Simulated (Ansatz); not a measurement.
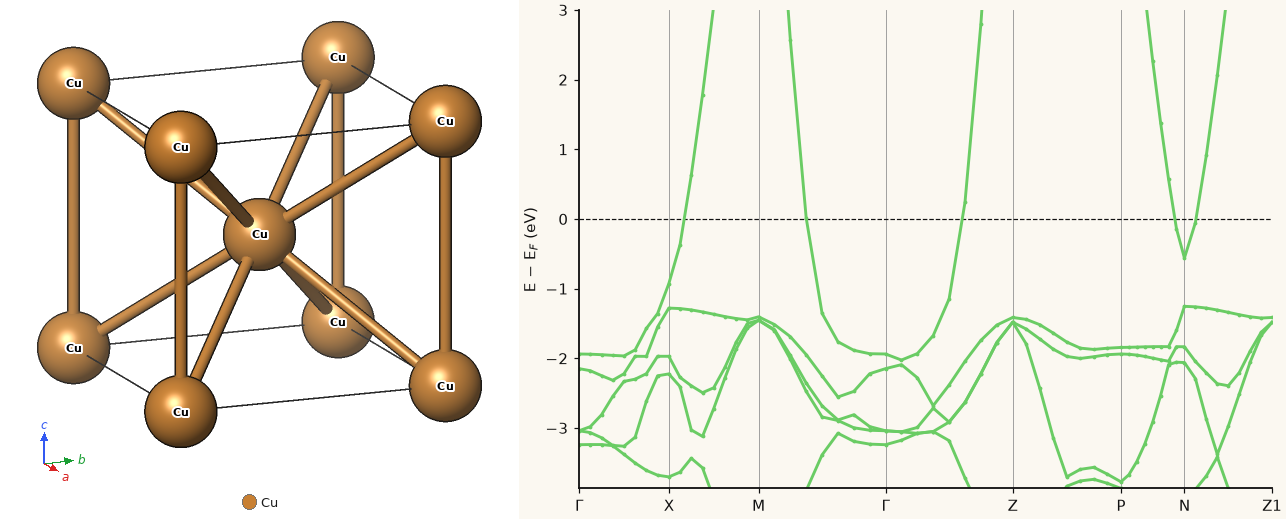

Band structure, beside the structure. Energies are counted from the Fermi level. The path runs straight from each named point to the next.

System: Cu, space group I4/mmm, 1 atom in the primitive cell; a = 2.886 Å, c = 2.752 Å (tetragonal axes).

Ansatz 0.2.0; PBEsol, all-electron LAPW, inner shells corrected to Dirac's equation, no spin polarisation, no spin-orbit coupling, 13×13×13 k mesh, Fermi-Dirac smearing of 0.05 eV.

Question: Metal, semiconductor or insulator?

Answer: A metal: 1 band crosses the Fermi level along this path.

Question: On which lines of the path do bands cross the Fermi level?

Answer: Bands cross the Fermi level on X–M, M–Γ, Γ–Z, P–N and N–Z1, and not on Γ–X and Z–P.

This isn't the form of Cu at room conditions, which is fcc. Bands are joined in order of energy, so crossings between the computed points show as kinks or gaps. In reduced coordinates of the cell that was run, X is (0, 0, 0.5), M is (−0.5, 0.5, 0.5), Z is (0.477, 0.477, −0.477), P is (0.25, 0.25, 0.25), N is (0, 0.5, 0) and Z1 is (−0.477, 0.523, 0.477).
